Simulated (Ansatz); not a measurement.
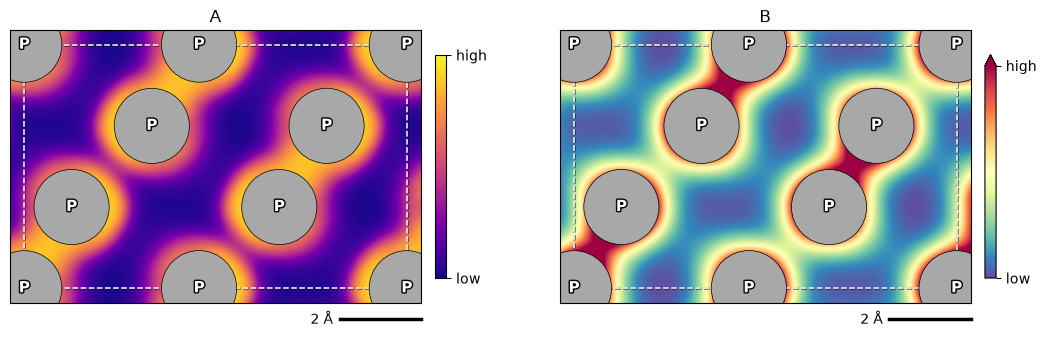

P: 2 fields on the (110) plane of the conventional cell, with unlabelled colour scales. Grey discs cover the atomic cores.

Space group R-3m; a structure from a database of computed crystals, not necessarily the ambient phase; changed on purpose from its base cell (atoms moved at random by about 0.15 A); computed pressure about −7 GPa in this cell.

These are results of Kohn-Sham DFT of a periodic cell, revPBE with D3(BJ), Ansatz NC (Ansatz), not measurements.

Which field does each panel show? The fields are: electron localisation function and valence pseudo-density.

Panel A: electron localisation function. Panel B: valence pseudo-density. From the grid: P–P (2.31 Å): ρ at the midpoint is about 0.67 e/Å³; the ELF peaks at about 0.90 between the atoms.
